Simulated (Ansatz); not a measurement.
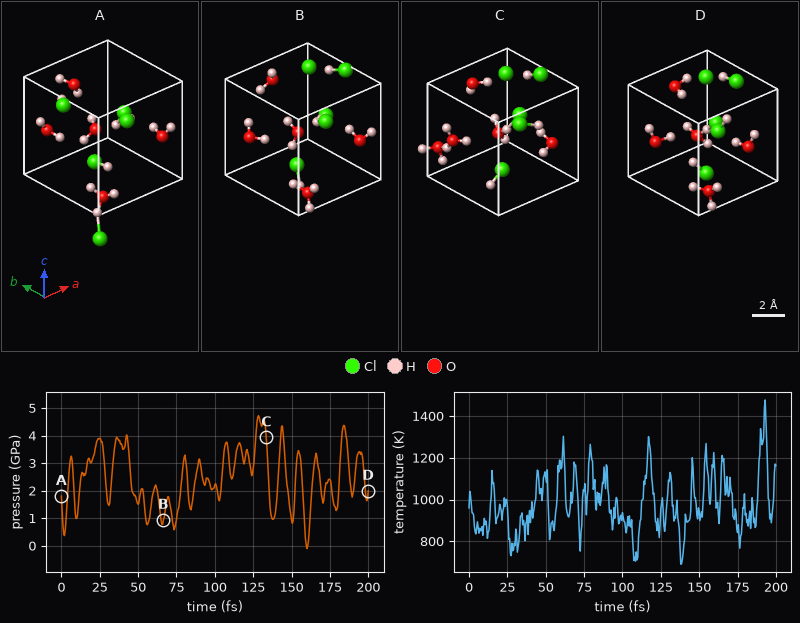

A Born-Oppenheimer molecular dynamics run of a periodic cell with 5 HCl + 5 H2O at 1.241 g/cm³, 200 fs long. It starts from the last geometry of an earlier run, with fresh velocities. Frames (A at 0 fs, B at 66 fs, C at 134 fs, D at 200 fs) and the history of the run. A ball-and-stick model of the simulation cell, seen from a free direction. Atoms that leave the cell re-enter on the other side.

Level of theory: DFT PBE-D3(BJ), scalar-relativistic, plane waves, PAW in Ansatz 0.2.0. Set-up: plane-wave cutoff 420 eV; k-point mesh 1 × 1 × 1; Fermi-Dirac smearing 0.02 eV; Langevin thermostat and barostat (NPT); set temperature 1000 K; time step 0.5 fs; friction 0.05 per fs; target pressure 5 GPa.

Question: Describe the run.

Answer: The mean temperature in the second half is 988 K (standard deviation 148 K). The pressure hasn't settled at its target of 5.0 GPa. The potential energy in the second half lies on average 11.2 meV per atom above the first frame. The mean pressure there is 2.7 GPa. The volume ends −16.3 % from the start. Root-mean-square distances from the starting positions over the second half, with the common drift of all atoms taken out: H 1.08 Å, O 0.54 Å, Cl 0.49 Å. The heavy atoms stay within a fraction of a molecule's size of their starting places, while the hydrogen atoms travel further, as molecules turn; so short a run doesn't tell a liquid from a solid. Bond changes: one H–O contact opens and closes in turn; one H–O bond breaks at about 38 fs; 2 H–O bonds form between 56 fs and 122 fs; one Cl–H bond breaks at about 66 fs. The conserved quantity stays between −0.68 and 0.49 meV per atom of its start. A straight-line fit has a slope that amounts to −0.39 meV per atom over 200 fs (0.3 % of the mean kinetic energy), and the ripple about it is 1.1 % of the kinetic energy's fluctuation. With a drift under 2 % and a ripple under 7 %, the integration is accurate.

Limits of the set-up: the periodic images lie only 7.1 Å apart, so the values are limited by the cell's size.
